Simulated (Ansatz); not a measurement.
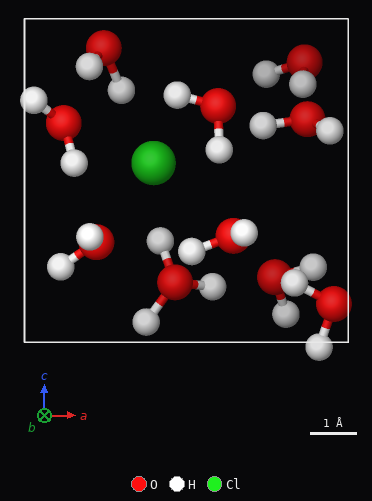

Starting frame of a dynamics run of a periodic cell with 10 H2O + 1 HCl at 1.025 g/cm³. It starts from the last geometry of an earlier run, with fresh velocities. A ball-and-stick model of the simulation cell, seen along the b axis.

These are results of DFT PBE, scalar-relativistic, plane waves, PAW in Ansatz, not measurements.

The input:
```yaml
accuracy: low
crystal:
  lattice:
    - [7.054004, 0.0, 0.0]
    - [0.0, 7.054004, 0.0]
    - [0.0, 0.0, 7.054004]
  atoms:
    - { symbol: O, position: [0.95215477, 0.36986168, 0.11490996] }
    - { symbol: H, position: [0.90625326, 0.39915662, -0.01838116] }
    - { symbol: H, position: [0.83029084, 0.33481093, 0.18001971] }
    - { symbol: O, position: [0.46129592, 0.56599186, 0.18167759] }
    - { symbol: H, position: [0.57720124, 0.65696848, 0.16826832] }
    - { symbol: H, position: [0.37194929, 0.58421478, 0.05901453] }
    - { symbol: O, position: [0.11722033, 0.25305238, 0.67402041] }
    - { symbol: H, position: [0.14948607, 0.1980129, 0.55019225] }
    - { symbol: H, position: [0.02489519, 0.17173884, 0.74419963] }
    - { symbol: O, position: [0.21811303, 1.13470614, 0.30580492] }
    - { symbol: H, position: [0.10790123, 1.17037651, 0.22970021] }
    - { symbol: H, position: [0.19792822, 0.99793102, 0.32229291] }
    - { symbol: O, position: [0.24097866, 0.60760053, 0.90546986] }
    - { symbol: H, position: [0.29543673, 0.68900172, 0.77525875] }
    - { symbol: H, position: [0.19662695, 0.49283804, 0.84875292] }
    - { symbol: O, position: [0.5942754, 0.29796838, 0.7266538] }
    - { symbol: H, position: [0.46800622, 0.27969234, 0.76048025] }
    - { symbol: H, position: [0.59779989, 0.25248841, 0.59148994] }
    - { symbol: O, position: [0.76996864, 0.79614896, 0.19767879] }
    - { symbol: H, position: [0.80384447, 0.8722405, 0.08338053] }
    - { symbol: H, position: [0.88834848, 0.72445307, 0.22868442] }
    - { symbol: O, position: [0.861625, 0.98492145, 0.86173621] }
    - { symbol: H, position: [0.74311902, 1.05365312, 0.82515638] }
    - { symbol: H, position: [0.85609815, 0.86373496, 0.79407596] }
    - { symbol: O, position: [0.64167464, 0.18615633, 0.32540615] }
    - { symbol: H, position: [0.67479163, 0.04806942, 0.33460172] }
    - { symbol: H, position: [0.51287877, 0.17391203, 0.27701265] }
    - { symbol: O, position: [0.87037558, 0.58836695, 0.68592478] }
    - { symbol: H, position: [0.73346841, 0.55889849, 0.66622333] }
    - { symbol: H, position: [0.93966178, 0.47147029, 0.64997865] }
    - { symbol: Cl, position: [0.39480305, 0.77789635, 0.55047063] }
    - { symbol: H, position: [0.4157948, 0.6074921, 0.30960356] }
basis:
  ecutwfc: 420.0
kpoints:
  mp_grid: { grid: [1, 1, 1] }
hamiltonian:
  xc: pbe
scf:
  occupations: { method: fermi_dirac, width: 0.02 }
  lower_state_search: "off"
md:
  timestep: 0.75
  n_steps: 400
  ensemble: nve
  temperature: 300.0
  initial_velocities: maxwell_boltzmann
  seed: 665268
  masses: [{ species: H, mass: 2.014 }]
```

Run as
```bash
ansatz run input.yaml --threads 1 --pin off --max-ram 3072MiB --backend cpu --events-out ev --progress --plain --runs-dir out
```

Q: What does the trajectory do?

A: The mean temperature in the second half is 304 K (standard deviation 30 K). The potential energy in the second half lies on average 0.5 meV per atom below the first frame. Root-mean-square distances from the starting positions over the second half, with the common drift of all atoms taken out: H 0.90 Å, O 0.77 Å, Cl 0.52 Å. The heavy atoms stay within a fraction of a molecule's size of their starting places; so short a run doesn't tell a liquid from a solid. Bond changes: one H–O bond breaks at about 76 fs.

Along the run (each row but the first and the last is the mean over the interval that it begins):

```json
{"time (fs)": "0.0", "potential energy (meV/atom)": "0.0", "T (K)": "300"}
{"time (fs)": "30.0", "potential energy (meV/atom)": "4.6", "T (K)": "263"}
{"time (fs)": "60.0", "potential energy (meV/atom)": "1.6", "T (K)": "287"}
{"time (fs)": "90.0", "potential energy (meV/atom)": "1.1", "T (K)": "291"}
{"time (fs)": "120.0", "potential energy (meV/atom)": "-3.4", "T (K)": "326"}
{"time (fs)": "150.0", "potential energy (meV/atom)": "-3.8", "T (K)": "330"}
{"time (fs)": "180.0", "potential energy (meV/atom)": "-1.2", "T (K)": "309"}
{"time (fs)": "210.0", "potential energy (meV/atom)": "0.5", "T (K)": "295"}
{"time (fs)": "240.0", "potential energy (meV/atom)": "0.2", "T (K)": "298"}
{"time (fs)": "270.0", "potential energy (meV/atom)": "1.4", "T (K)": "288"}
{"time (fs)": "300.0", "potential energy (meV/atom)": "3.3", "T (K)": "273"}
```

The paths of the atoms:

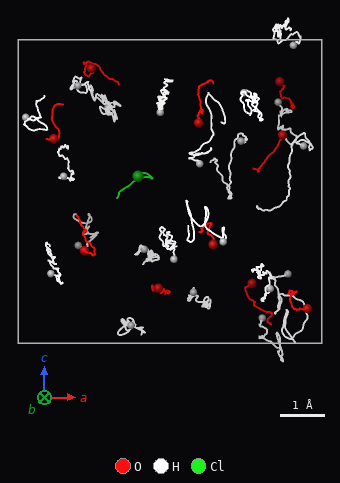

Limits of the set-up: the program's low-accuracy preset was used; masses were changed (H 2.014 u), which shifts the vibrations; the periodic images lie only 7.1 Å apart, so the values are limited by the cell's size.
